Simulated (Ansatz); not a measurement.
**How the geometry moves the gap of ZnSe (Stilleite)**

Wanted: the change of the gap of ZnSe (Stilleite) on relaxing cell and ions.

Method: PBE, HSE06 and G0W0, plane waves, PAW, in Ansatz 0.2.0.

**The experiments to reproduce.**

- Gap 2.695 ± 0.003 eV: excitonic gap from free-exciton PL, not corrected for exciton binding; photoluminescence; 300 K; bulk crystal (Bridgman-grown crystal, polished and etched) (“Alloy Disordering Effects on the Thermal Conductivity and Energy Gap Temperature Dependence of Cd1−xZnxSe Ternary Crystals Grown by the Bridgman Method”, 2023, pmc:10253836).

Most raw output is cut from this account.

## (1) The structure

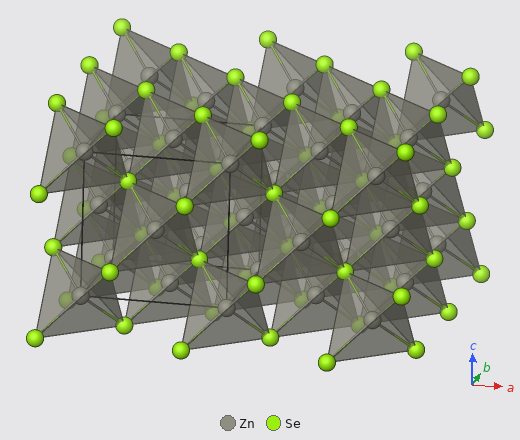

The starting structure, seen slightly off an axis (zinc grey, selenium green). 2×2×1 cells are drawn. This picture shows the conventional cell, with its axes. Some periodic images of atoms are drawn too.

The cell and positions come from the Crystallography Open Database and are kept as given unless a step says otherwise. The default PAW set here is soft_1. Its files were made with PBE.

## (2) PBE bands at the given cell

Levels along a band path, at the cheap level, show where the edges lie and whether the meshes to come will hold them.

This step: DFT, PBE, plane waves, PAW.

input.yaml reads:

```yaml
crystal:
  lattice:
    - [0.0, 2.8338, 2.8338]
    - [2.8338, 0.0, 2.8338]
    - [2.8338, 2.8338, 0.0]
  atoms:
    - { symbol: Zn, position: [0.0, 0.0, 0.0] }
    - { symbol: Se, position: [0.25, 0.25, 0.25] }
kpoints:
  mp_grid: { grid: [8, 8, 8] }
  band_path:
    path:
      - [[0.0, 0.0, 0.0], [-0.5, -0.5, 0.0], [-0.375, -0.375, 0.25]]
      - [[-0.375, 0.0, 0.375], [0.0, 0.0, 0.0], [0.0, 0.0, 0.5], [-0.5, -0.25, 0.25], [-0.5, -0.5, 0.0]]
    npoints: 10
hamiltonian:
  xc: pbe
  pseudopotentials: { kind: paw, azcp: { folder: "./paw" } }
scf:
  occupations: { method: fermi_dirac, width: 0.02 }
  n_extra_bands: 4
output:
  eigenvalues: true
  write_density: true
  write_potential: true
  elf: true
  volumetric_format: npy
```

Run with:

```sh
$ ansatz run input.yaml --threads 3 --pin off --max-ram 92160MiB --backend cuda --events-out ev --progress --plain --runs-dir out --devices 1 --max-vram 13GiB
```

Run time: 17 s. Hardware: 1 × NVIDIA H100 80GB HBM3 (shared by 6 runs) with 3 threads of AMD EPYC 7R13 (Zen 3), shared host; peak memory 0.91 GiB; 2.8 s of CPU time.

Numbers from this step:

```
filled bands         : 14
gap                  : 1.285 eV
valence top at       : Γ
conduction bottom at : Γ
least direct gap     : 1.285 eV
```

The gap is direct, at Γ.

## (3) The relaxed cell

Cell and ions were relaxed with PBE; that run is not shown. It left this cell:

Symmetry: F-43m, No. 216, cubic system. Conventional cell: a = 5.733 Å, b = 5.733 Å, c = 5.733 Å, α = 90.00°, β = 90.00°, γ = 90.00°. Nearest to Zn lie 4 Se at 2.48 Å. Se has 4 Zn at 2.48 Å nearest. Farther neighbours and most contacts between anions are not listed.

## (4) PBE at the relaxed cell

The cell differs from the one that the last finished run ended in (a 4.008 → 4.053 Å, b 4.008 → 4.053 Å, c 4.008 → 4.053 Å).

input.yaml, the sections that differ from step 2:

```yaml
crystal:
  lattice:
    - [0.0, 2.8662503, 2.8662503]
    - [2.8662503, 0.0, 2.8662503]
    - [2.8662503, 2.8662503, 0.0]
  atoms:
    - { symbol: Zn, position: [0.0, 0.0, 0.0] }
    - { symbol: Se, position: [0.25, 0.25, 0.25] }
output:
  eigenvalues: true
# kpoints, hamiltonian, scf: as in step 2
```

Wall time 16 s (1 × NVIDIA H100 80GB HBM3 (shared by 6 runs) with 3 threads); peak memory 0.89 GiB; 4.1 s of CPU time.

This step gave:

```
gap                  : 1.150 eV
valence top at       : Γ
conduction bottom at : Γ
least direct gap     : 1.150 eV
```

The gap is direct, at Γ.

## (5) HSE06 at the relaxed cell

HSE06 mixes in a quarter of exact exchange at short range. Exchange couples all pairs of k points, which makes a full band path dear, so levels are read on the mesh and at chosen points.

This step: DFT, HSE06, plane waves, PAW.

input.yaml reads:

```yaml
crystal:
  lattice:
    - [0.0, 2.8662503, 2.8662503]
    - [2.8662503, 0.0, 2.8662503]
    - [2.8662503, 2.8662503, 0.0]
  atoms:
    - { symbol: Zn, position: [0.0, 0.0, 0.0] }
    - { symbol: Se, position: [0.25, 0.25, 0.25] }
kpoints:
  mp_grid: { grid: [4, 4, 4] }
  band_path:
    path:
      - [0.0, 0.0, 0.0]
      - [-0.5, -0.5, 0.0]
      - [-0.375, -0.375, 0.25]
      - [-0.375, 0.0, 0.375]
      - [0.0, 0.0, 0.5]
      - [-0.5, -0.25, 0.25]
    npoints: 1
hamiltonian:
  xc: hse06
  pseudopotentials: { kind: paw, azcp: { folder: "./paw" } }
scf:
  occupations: { method: fixed }
  n_extra_bands: 4
output:
  eigenvalues: true
  write_density: true
  write_potential: true
  elf: true
  volumetric_format: npy
```

Elapsed: 18 s, on 1 × NVIDIA H100 80GB HBM3 (shared by 6 runs) with 3 threads; peak memory 1.1 GiB; 12 s of CPU time.

This step gave:

| Property | Result |
| --- | --- |
| gap | 2.280 eV |
| valence top at | Γ |
| conduction bottom at | Γ |
| least direct gap | 2.280 eV |

The gap stands +1.13 eV against PBE.

## (6) G0W0 at the relaxed cell

G0W0 replaces the xc potential by the self-energy, built once from these orbitals. Only a window of levels is corrected, while the sums run over the empty bands that the input names.

This step: G0W0 on PBE, plane waves, PAW.

input.yaml reads:

```yaml
crystal:
  lattice:
    - [0.0, 2.8662503, 2.8662503]
    - [2.8662503, 0.0, 2.8662503]
    - [2.8662503, 2.8662503, 0.0]
  atoms:
    - { symbol: Zn, position: [0.0, 0.0, 0.0] }
    - { symbol: Se, position: [0.25, 0.25, 0.25] }
kpoints:
  mp_grid: { grid: [6, 6, 6] }
hamiltonian:
  xc: pbe
  pseudopotentials: { kind: paw, azcp: { folder: "./paw" } }
scf:
  occupations: { method: fixed }
gw:
  n_empty_bands: 140
  ecut_chi: 120
  qp_bands: [v2, c2]
  qp_kpoints: band_edges
  screening: { model: contour_deformation }
```

Run time: 15 s. Hardware: 1 × NVIDIA H100 80GB HBM3 (shared by 6 runs) with 3 threads; peak memory 1.1 GiB.

This step gave:

```
bands summed                                 : 154
RPA ε∞ on this mesh (eigenvalues)            : 9.058, 9.058, 9.058
plane waves in the screening matrix          : 137
G0W0 gap on the mesh                         : 2.209 eV
k of the valence top                         : 0, 0, 0
k of the conduction bottom                   : 0, 0, 0
starting gap on the mesh                     : 1.148 eV
least direct G0W0 gap on the computed points : 2.209 eV
```

The gap on the mesh goes from 1.15 eV to 2.21 eV, a correction of +1.06 eV. Between the two edge states, bare exchange in place of the xc potential would open the gap by 6.81 eV, and correlation takes back 5.75 eV.

## (7) G0W0 at the given cell

input.yaml, the sections that differ from step 6:

```yaml
crystal:
  lattice:
    - [0.0, 2.8338, 2.8338]
    - [2.8338, 0.0, 2.8338]
    - [2.8338, 2.8338, 0.0]
  atoms:
    - { symbol: Zn, position: [0.0, 0.0, 0.0] }
    - { symbol: Se, position: [0.25, 0.25, 0.25] }
gw:
  n_empty_bands: 135
  ecut_chi: 120
  qp_bands: [v2, c2]
  qp_kpoints: band_edges
  screening: { model: contour_deformation }
# kpoints, hamiltonian, scf: as in step 6
```

The job ended after 18 s (1 × NVIDIA H100 80GB HBM3 (shared by 6 runs) with 3 threads; peak memory 1.2 GiB).

This step gave:

- bands summed: 149
- RPA ε∞ on this mesh (eigenvalues): 8.530, 8.530, 8.530
- plane waves in the screening matrix: 137
- G0W0 gap on the mesh: 2.391 eV
- k of the valence top: 0, 0, 0
- k of the conduction bottom: 0, 0, 0
- starting gap on the mesh: 1.283 eV
- least direct G0W0 gap on the computed points: 2.391 eV

The gap on the mesh goes from 1.28 eV to 2.39 eV, a correction of +1.11 eV. Between the two edge states, bare exchange in place of the xc potential would open the gap by 6.94 eV, and correlation takes back 5.84 eV.

## (8) Together

G0W0 rows are gaps on the mesh, lowered by the amount that the mesh misses the start's edges, a rough step that assumes the same correction there.

```csv
level,given cell (eV),relaxed cell (eV),change (eV)
PBE,1.28,1.15,−0.13
HSE06,-,2.28,-
G0W0@PBE,2.39,2.21,−0.18
```

## (9) Outcome

```
volume change          : +3.5 %
PBE, given cell        : 1.28 eV
PBE, relaxed cell      : 1.15 eV
HSE06, relaxed cell    : 2.28 eV
G0W0@PBE, relaxed cell : 2.21 eV
G0W0@PBE, given cell   : 2.39 eV
known limits           : not at the basis limit; no spin-orbit coupling
```

Relaxation changes the volume by +3.5 % and the gap by −0.13 eV (PBE) and −0.18 eV (G0W0@PBE). Bands and cutoff are finite, so the gap is not at the basis limit. The miss can reach some tenths of an eV and take either sign; the mesh is an error of its own. The many-body steps are scalar-relativistic: spin-orbit coupling is not in them.

[Paths, hosts, dates, memory and timing lines, banners, echoed tables and standing remarks are left out of the program output.]

[Logs are printed without paths, hosts, clocks, repeated set-up lines and the standing remarks that a program may print on its own settings, such as how far it seeks lower states.]

[Runs of the session that timed out or met a known fault of the program may be left out.]

[Cells called generated may have been cut or substituted from an entry of the Crystallography Open Database or the Materials Project.]

[Hosts, paths, dates, database ids (printed as entryN), source tags and the programs' standing remarks are cut or masked in the printed files.]
